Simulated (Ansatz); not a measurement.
## CdWO4 (P2/c): spin-orbit coupling beyond the local functionals

Aim: the spin-orbit change of the gap of CdWO4 (P2/c).

Method: density functionals with and without spin-orbit coupling, plane waves, PAW, in Ansatz 0.2.0.

**Experimental background.**

- Gap 4.15 eV: direct gap from absorption edge with Urbach fit; optical absorption; 300 K; bulk crystal (thin cleaved platelet of Czochralski crystal, 10-30 um thick) (“Optical absorption of divalent metal tungstates: Correlation between the band-gap energy and the cation ionic radius”, 2008, arxiv:0807.2115).

Report form: the programs' logs are mostly left out.

### 1. Starting point

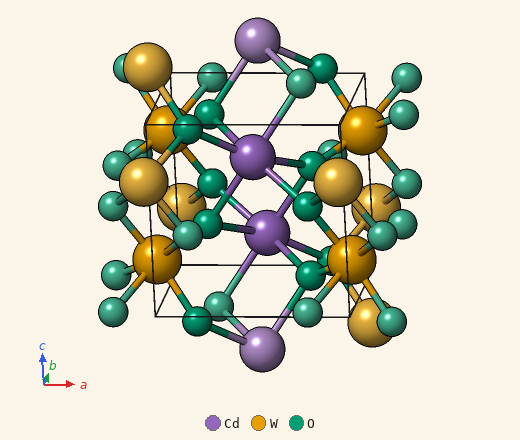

Start, viewed slightly off an axis; cadmium purple, tungsten orange, oxygen teal. Some periodic images of atoms are drawn too.

The cell and positions come from the Crystallography Open Database and are kept as given unless a step says otherwise. Spin-orbit coupling is left out unless a step names it. The default PAW set here is soft_2. Its files were made with PBE.

### 2. HSE06, 2×2×2 mesh

This step: DFT, HSE06, plane waves, PAW.

Input file input.yaml:

```yaml
crystal:
  lattice:
    - [5.04, 0.0, 0.0]
    - [0.0, 5.8701, 0.0]
    - [-0.1309573182, 0.0, 5.0824131071]
  atoms:
    - { symbol: Cd, position: [0.5, 0.69729, 0.25] }
    - { symbol: Cd, position: [0.5, 0.30271, 0.75] }
    - { symbol: W, position: [0.0, 0.17855, 0.25] }
    - { symbol: W, position: [0.0, 0.82145, 0.75] }
    - { symbol: O, position: [0.2018, 0.0955, 0.9504] }
    - { symbol: O, position: [0.7982, 0.0955, 0.5496] }
    - { symbol: O, position: [0.7982, 0.9045, 0.0496] }
    - { symbol: O, position: [0.2018, 0.9045, 0.4504] }
    - { symbol: O, position: [0.242, 0.3703, 0.3839] }
    - { symbol: O, position: [0.758, 0.3703, 0.1161] }
    - { symbol: O, position: [0.758, 0.6297, 0.6161] }
    - { symbol: O, position: [0.242, 0.6297, 0.8839] }
kpoints:
  mp_grid: { grid: [2, 2, 2] }
  band_path:
    path:
      - [0.0, 0.0, 0.0]
      - [0.0, 0.5, 0.0]
      - [0.0, 0.5, 0.5]
      - [0.0, 0.0, 0.5]
      - [-0.5, 0.0, 0.5]
      - [-0.5, 0.5, 0.5]
      - [-0.5, 0.5, 0.0]
      - [-0.5, 0.0, 0.0]
      - [0.1666666667, -0.5, -0.5]
      - [0.0, -0.5, 0.1666666667]
    npoints: 1
hamiltonian:
  xc: hse06
scf:
  occupations: { method: fixed }
  n_extra_bands: 8
output:
  eigenvalues: true
```

The run is started by

```
ansatz run input.yaml --threads 24 --pin off --max-ram 82944MiB --backend cuda --events-out ev --progress --plain --runs-dir out --devices 1 --max-vram 78GiB
```

Run time: 6.4 s. Hardware: 1 × NVIDIA GB200 (shared by 2 runs) with 24 threads of Arm Neoverse V2, shared host; peak memory 1.4 GiB.

This step gave:

| Quantity | Value |
| --- | --- |
| gap | 4.497 eV |
| valence top at | k = (0.167, -0.500, -0.500) |
| conduction bottom at | k = (0.000, -0.500, 0.167) |
| least direct gap | 4.537 eV |
| exact-exchange fraction | 0.25 |

The gap is indirect, with the least direct gap 0.04 eV higher.

### 3. HSE06+SOC, 2×2×2 mesh

The many-body steps leave out spin-orbit coupling, so its effect is taken from a two-component run, with twice the bands.

This step: DFT, HSE06 with spin-orbit coupling, plane waves, PAW.

input.yaml: that of step 2 with these lines changed.

```diff
@@ -37,3 +37,6 @@
   occupations: { method: fixed }
-  n_extra_bands: 8
+  n_extra_bands: 16
+magnetization:
+  noncollinear: true
+  spin_orbit: true
 output:
```

Wall time 15 s (1 × NVIDIA GB200 (shared by 2 runs) with 24 threads); peak memory 2.1 GiB; 90 s of CPU time.

Numbers from this step:

- gap: 4.479 eV
- valence top at: k = (0.167, -0.500, -0.500)
- conduction bottom at: k = (0.000, -0.500, 0.167)
- least direct gap: 4.523 eV
- exact-exchange fraction: 0.25

The gap stands −0.02 eV against HSE06.

### 4. Together

Times are wall times on 1 × NVIDIA GB200 (shared by 2 runs) with 24 threads of Arm Neoverse V2, shared host, good to a factor of about two.

```
level  gap (eV)  with coupling (eV)  change (eV)   time  with coupling
HSE06      4.50                4.48        −0.02  6.4 s           15 s
```

### 5. Results

* HSE06: 4.50 eV
* HSE06+SOC: 4.48 eV

What this shows: Spin-orbit coupling changes the gap by −0.02 eV and the least direct gap by −0.01 eV. Against experiment, by HSE06+SOC: the direct gap of 4.52 eV lies +0.37 eV from the measured 4.15 eV (direct, 300 K, 2008). An exciton line or allowed optical edge lies below the quasiparticle gap by the binding energy; a forbidden edge can push the onset above it. The lattice is static and excitons are left out.

[Paths, hosts, dates, memory and timing lines, banners, echoed tables and standing remarks are left out of the program output.]

[Logs are printed without paths, hosts, clocks, repeated set-up lines and the standing remarks that a program may print on its own settings, such as how far it seeks lower states.]

[Runs of the session that timed out or met a known fault of the program may be left out.]

[Cells called generated may have been cut or substituted from an entry of the Crystallography Open Database or the Materials Project.]

[Hosts, paths, dates, database ids (printed as entryN), source tags and the programs' standing remarks are cut or masked in the printed files.]
